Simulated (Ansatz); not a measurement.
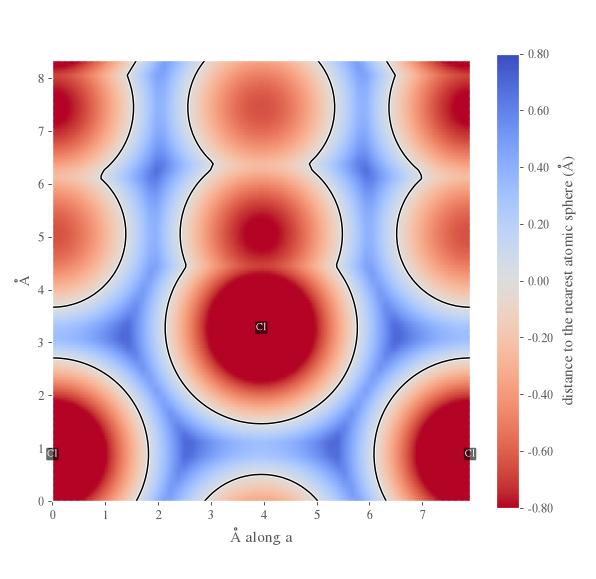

Map of the distance to the nearest atomic sphere in Cl (Cmce, No. 64), computed on the section y = 0.113 (parallel to a and c; the dashed line is one cell). The black line marks the spheres' surfaces; positive values are empty space; unlabelled circles belong to atoms above or below the section.

Hard-sphere model; van der Waals radii (Alvarez): Cl 1.82 Å.

The cell is taken from the end point of a relaxation with Ansatz, DFT PBE, scalar-relativistic, plane waves, PAW.

```cif
data_structure
_symmetry_space_group_name_H-M 'Cmce'
_symmetry_Int_Tables_number 64
_cell_length_a 7.9047
_cell_length_b 4.2948
_cell_length_c 8.3365
_cell_angle_alpha 90.000
_cell_angle_beta 90.000
_cell_angle_gamma 90.000
_cell_volume 283.02
loop_
_atom_site_label
_atom_site_type_symbol
_atom_site_symmetry_multiplicity
_atom_site_Wyckoff_symbol
_atom_site_fract_x
_atom_site_fract_y
_atom_site_fract_z
_atom_site_occupancy
Cl1 Cl 8 f 0.00000 0.38655 0.60652 1
```

Where is the largest hole in this section, and how large is it?

Answer. At 0.324, 0.113, 0.134 (fractional), where the distance reaches 0.75 Å; it is enclosed by 5 Cl. It is the largest hole of the crystal.

How much of the crystal lies outside the spheres?

Answer. About 39 % of the cell's volume, and 39 % of this section's area.

What can pass through?

Answer. The largest sphere that fits anywhere has a diameter of 1.50 Å; the largest that can travel through the crystal, about 1.2 Å.
